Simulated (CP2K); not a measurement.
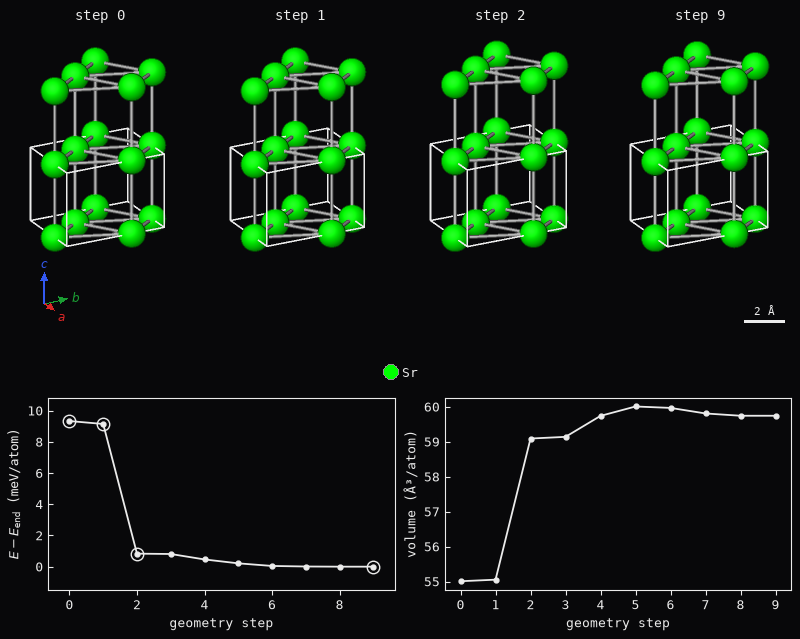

Frames of a relaxation of a crystal of Sr (set up in P-62m), marked on the history of the run. A ball-and-stick model of the cell of the calculation, repeated 1 × 1 × 2 with one cell outlined, seen slightly off an axis.

The run lets cell and atoms move.

The calculation used Kohn-Sham DFT of a periodic cell, PBE, GTH-PBE with UZH-TZVP basis in CP2K 2026.2.

The input:
```
&GLOBAL
  PROJECT sr_vcrelax
  RUN_TYPE CELL_OPT
  PRINT_LEVEL LOW
&END GLOBAL
&FORCE_EVAL
  METHOD QS
  STRESS_TENSOR ANALYTICAL
  &DFT
    BASIS_SET_FILE_NAME BASIS_MOLOPT_UZH
    POTENTIAL_FILE_NAME POTENTIAL_UZH
    &MGRID
      CUTOFF 600
      REL_CUTOFF 60
      NGRIDS 5
    &END MGRID
    &QS
      METHOD GPW
      EPS_DEFAULT 1.0E-10
      EXTRAPOLATION USE_PREV_P
    &END QS
    &KPOINTS
      SCHEME MONKHORST-PACK 5 5 7
      GAMMA_CENTERED T
    &END KPOINTS
    &SCF
      SCF_GUESS ATOMIC
      EPS_SCF 1.0E-6
      MAX_SCF 100
      ADDED_MOS 12
      CHOLESKY OFF
      EPS_EIGVAL 1.0E-7
      &DIAGONALIZATION ON
        ALGORITHM STANDARD
      &END DIAGONALIZATION
      &MIXING ON
        METHOD BROYDEN_MIXING
        ALPHA 0.4
        BETA 1.5
        NBUFFER 8
      &END MIXING
      &SMEAR ON
        METHOD FERMI_DIRAC
        ELECTRONIC_TEMPERATURE 580.23
      &END SMEAR
    &END SCF
    &XC
      &XC_FUNCTIONAL PBE
      &END XC_FUNCTIONAL
    &END XC
    &PRINT
      &KPOINTS ON
      &END KPOINTS
      &MULLIKEN ON
        &EACH
          CELL_OPT 0
        &END EACH
        ADD_LAST NUMERIC
      &END MULLIKEN
      &MO ON
        ENERGIES T
        OCCUPATION_NUMBERS T
        &EACH
          QS_SCF 0
          CELL_OPT 0
        &END EACH
        ADD_LAST NUMERIC
      &END MO
      &LOWDIN ON
        &EACH
          CELL_OPT 0
        &END EACH
        ADD_LAST NUMERIC
      &END LOWDIN
      &HIRSHFELD ON
        SHAPE_FUNCTION DENSITY
        &EACH
          CELL_OPT 0
        &END EACH
        ADD_LAST NUMERIC
      &END HIRSHFELD
    &END PRINT
  &END DFT
  &SUBSYS
    &CELL
      A 7.0659524677 0.0000000000 0.0000000000
      B -3.5329762338 6.1192943389 0.0000000000
      C 0.0000000000 0.0000000000 3.8166326050
      PERIODIC XYZ
    &END CELL
    &COORD
      SCALED
      Sr  0.6657832900 0.0000000000 0.0000000000
      Sr  0.3342167100 0.3342167100 0.0000000000
      Sr  0.0000000000 0.6657832900 0.0000000000
    &END COORD
    &KIND Sr
      BASIS_SET TZVP-MOLOPT-PBE-GTH-q10
      POTENTIAL GTH-PBE-q10
    &END KIND
    &PRINT
      &ATOMIC_COORDINATES ON
      &END ATOMIC_COORDINATES
      &CELL ON
      &END CELL
    &END PRINT
  &END SUBSYS
  &PRINT
    &FORCES ON
    &END FORCES
    &STRESS_TENSOR ON
    &END STRESS_TENSOR
  &END PRINT
&END FORCE_EVAL
&MOTION
  &CELL_OPT
    OPTIMIZER BFGS
    MAX_ITER 40
    MAX_FORCE [eV*angstrom^-1] 0.03
    RMS_FORCE [eV*angstrom^-1] 0.03
    MAX_DR 1.0E-2
    RMS_DR 1.0E-2
    EXTERNAL_PRESSURE [bar] 0.0
    PRESSURE_TOLERANCE [bar] 200
    KEEP_SPACE_GROUP T
  &END CELL_OPT
  &PRINT
    &TRAJECTORY ON
    &END TRAJECTORY
    &CELL ON
    &END CELL
    &FORCES ON
    &END FORCES
    &STRESS ON
    &END STRESS
    &RESTART OFF
    &END RESTART
    &RESTART_HISTORY OFF
    &END RESTART_HISTORY
  &END PRINT
&END MOTION
```

Run as
```bash
OMP_NUM_THREADS=1 cp2k.psmp -i sr_vcrelax.inp -o sr_vcrelax.out
```

**What happens along the run?**

The atoms keep their places relative to the cell (all moves are under 0.005 Å). The drawn cell changes as follows: a = b 7.066 → 7.193 Å (+1.8 %), c 3.817 → 3.977 Å (+4.2 %), γ 120.0° → 119.4°; the volume changes by +8.6 %. Some distances before and after: Sr–Sr 3.817 → 3.977 Å, Sr–Sr 4.090 → 4.189 Å, Sr–Sr 4.074 → 4.172 Å, Sr–Sr 4.090 → 4.152 Å. Within 0.06 Å the space group is P6/mmm at the start and Cmmm at the end; at a tighter tolerance small leftover displacements or strains of the cell lower it. After 9 geometry steps the energy has fallen by 9.3 meV per atom. Largest force component: 0.016 eV/Å at the start, 0.014 eV/Å at the end. From step 0 to 1: energy −0.2 meV per atom. From step 1 to 2: Sr atoms move most (0.02 Å), volume +7.3 %, energy −8.3 meV per atom. From step 2 to 9: Sr atoms move most (0.02 Å), volume +1.1 %, energy −0.8 meV per atom.
